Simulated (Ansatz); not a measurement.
**HfSi₃₉ (cell charge −1, with a compensating background) (cell with a defect): density, localisation and related maps**

The calculation's input:

```
crystal:
  lattice:
    - [-8.2051404881, 2.7350468294, -5.4700936587]
    - [8.2051404881, -2.7350468294, -5.4700936587]
    - [-2.7350468294, -8.2051404881, 5.4700936587]
  atoms:
    - { symbol: Hf, position: [0.575, 0.775, 0.1], spin: 0.2 }
    - { symbol: Si, position: [0.4226855142, 0.7224946374, 0.4052157359] }
    - { symbol: Si, position: [0.1172434589, 0.6215504083, 0.9989185281] }
    - { symbol: Si, position: [0.2722727799, 0.6778309103, 0.7006095472] }
    - { symbol: Si, position: [0.9732605622, 0.5740810284, 0.2972742332] }
    - { symbol: Si, position: [0.825, 0.525, 0.6] }
    - { symbol: Si, position: [0.6721690897, 0.4727786368, 0.8944418696] }
    - { symbol: Si, position: [0.5226318802, 0.4183249308, 0.2010814719] }
    - { symbol: Si, position: [0.2172789015, 0.3174697783, 0.7947842641] }
    - { symbol: Si, position: [0.374013671, 0.3767394378, 0.5008204662] }
    - { symbol: Si, position: [0.075, 0.275, 0.1] }
    - { symbol: Si, position: [0.9316750692, 0.2327565411, 0.4043069494] }
    - { symbol: Si, position: [0.7759189716, 0.1731932048, 0.6991795338] }
    - { symbol: Si, position: [0.6275053626, 0.1327210985, 0.0001908768] }
    - { symbol: Si, position: [0.4783367672, 0.0777272201, 0.3055581304] }
    - { symbol: Si, position: [0.1768067952, 0.975986329, 0.9027257668] }
    - { symbol: Si, position: [0.325, 0.025, 0.6] }
    - { symbol: Si, position: [0.0325302217, 0.9273144858, 0.1998091232] }
    - { symbol: Si, position: [0.7284495917, 0.8273681198, 0.7956930506] }
    - { symbol: Si, position: [0.8772213632, 0.8716632328, 0.4993904528] }
    - { symbol: Si, position: [0.4894437747, 0.4723979872, -0.0100848676], spin: 0.2 }
    - { symbol: Si, position: [0.3487079519, 0.4486730817, 0.2997124698] }
    - { symbol: Si, position: [0.0489606119, 0.3489954822, 0.9002875302] }
    - { symbol: Si, position: [0.2038300446, 0.4065612626, 0.6044647177] }
    - { symbol: Si, position: [0.9013269183, 0.3010393881, 0.2000348703] }
    - { symbol: Si, position: [0.7534615814, 0.2510625616, 0.5019516218] }
    - { symbol: Si, position: [0.6015346951, 0.2014677105, 0.7971461729] }
    - { symbol: Si, position: [0.4506346731, 0.1461699554, 0.102731218] }
    - { symbol: Si, position: [0.1485322895, 0.0456784625, 0.7000669847] }
    - { symbol: Si, position: [0.3043215375, 0.1043885222, 0.4028538271] }
    - { symbol: Si, position: [1.0010045178, 1.0012920481, 0.9999651297] }
    - { symbol: Si, position: [0.8776020128, 0.9675171452, 0.3170457875], spin: 0.2 }
    - { symbol: Si, position: [0.7020965449, 0.8993653269, 0.5955352823] }
    - { symbol: Si, position: [0.5504713577, 0.8605562253, 0.8829542125], spin: 0.2 }
    - { symbol: Si, position: [0.3824828548, 0.7995286423, 0.2100848676], spin: 0.2 }
    - { symbol: Si, position: [0.0989374384, 0.7008890601, 0.8023990198] }
    - { symbol: Si, position: [0.2456114778, 0.7484653049, 0.4999330153] }
    - { symbol: Si, position: [0.9434387374, 0.6479034551, 0.097268782] }
    - { symbol: Si, position: [0.6491109399, 0.5515099597, 0.6980483782] }
    - { symbol: Si, position: [0.7984900403, 0.5965384186, 0.3976009802] }
  host:
    lattice:
      - [0.0, 2.7350468294, 2.7350468294]
      - [2.7350468294, 0.0, 2.7350468294]
      - [2.7350468294, 2.7350468294, 0.0]
    atoms:
      - { symbol: Si, position: [0.25, 0.25, 0.25] }
      - { symbol: Si, position: [0.0, 0.0, 0.0] }
total_charge: -1
basis:
  ecutwfc: 420
  xc_grid: 2
kpoints:
  mp_grid: { grid: [2, 2, 2], shift: [0.0, 0.0, 0.0] }
hamiltonian:
  xc: pbe
scf:
  occupations: { method: gaussian, width: 0.01 }
output:
  forces: true
  stress: false
  eigenvalues: true
  populations: true
  charged_corrections:
    defect_position: [0.575, 0.775, 0.1]
    epsilon: [[12.9823, 0.0, 0.0], [0.0, 12.9823, 0.0], [0.0, 0.0, 12.9823]]
  write_density: true
  write_potential: true
  elf: true
  volumetric_format: npy
magnetization:
  spin_polarized: true
relax:
  adjacent_minimum: "off"
  f_tol: 0.025
  max_steps: 45
```

Command:

```sh
ansatz run input.yaml --threads 4 --pin off --max-ram 8192MiB --backend cpu --events-out ev --progress --plain --runs-dir out
```

The fields are those of the relaxed geometry.

Spin-polarised.

Theory: Ansatz, DFT PBE, scalar-relativistic, plane waves, PAW.

In a PAW calculation such maps are meaningful between the atoms, not at the nuclei.

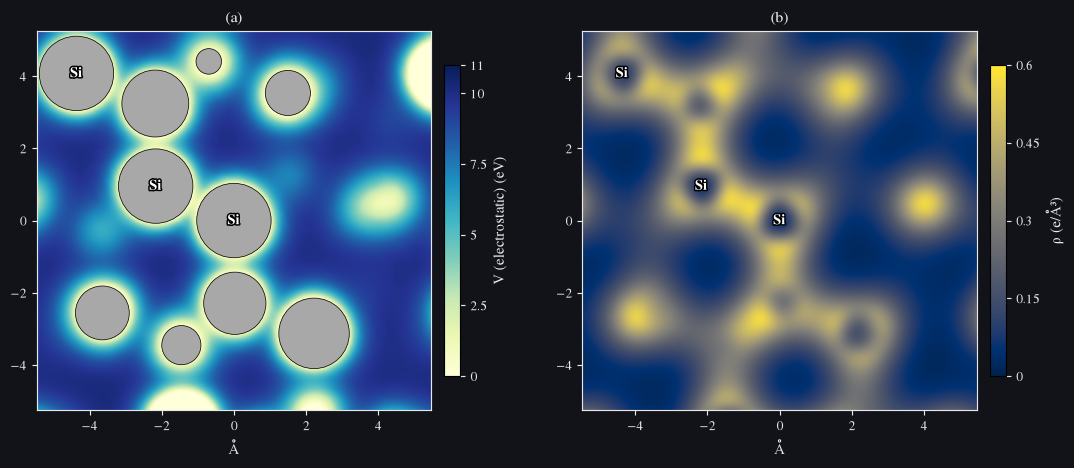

Figure 1. (a) electrostatic potential (local pseudopotential plus Hartree) felt by an electron; (b) valence charge density (pseudo) on the (010) plane of the calculation cell. Grey discs cover the atomic cores in the potential map.

Q: Interpret the plot.

A:
- The section cuts through Si sites.
- Atoms just off the plane (Si, 0.3 Å away) can leave unmarked features too.
- Si–Si (2.37 Å): ρ is about 0.56 e/Å³ halfway.
- Between the atoms the lowest density in this plane is 0.02 e/Å³.
- Outside the cores the potential energy rises away from the atoms and is highest about 2.2 Å from the nearest atoms; its zero is arbitrary.

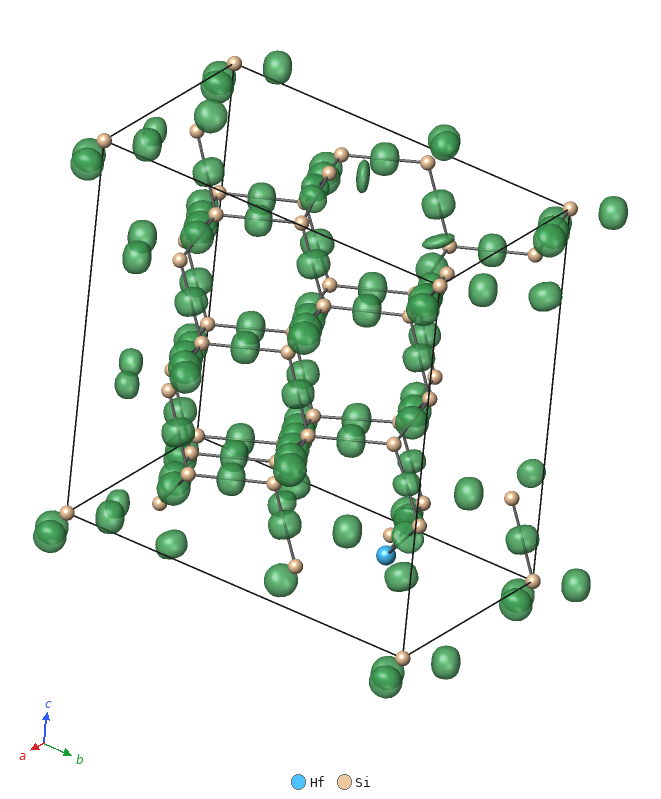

Figure 2. Isosurface of the electron localisation function at 0.9 (green), seen slightly off an axis. Only the valence region is drawn (cores and ρ < 0.01 e/Å³ removed). Sticks mark near contacts.

Q: Identify the bonds, lone pairs and shells in this picture.

A: The surface consists of 76 regions between bonded Si–Si atoms and four lobes of the valence shell of Si pointing towards Hf (polar bonds), counted in one cell of 40 atoms. Regions shared between cells count once.


Si–Si (2.34 Å): the ELF peaks at about 0.95 between the atoms. Hf–Si (2.58 Å): the ELF peaks at about 0.95 in the valence shell of Si, 0.9 Å from its nucleus, and is about 0.70 at the midpoint.

Q: Does the calculation give a band gap?

A: It is gapless in this calculation (a metal or semimetal).
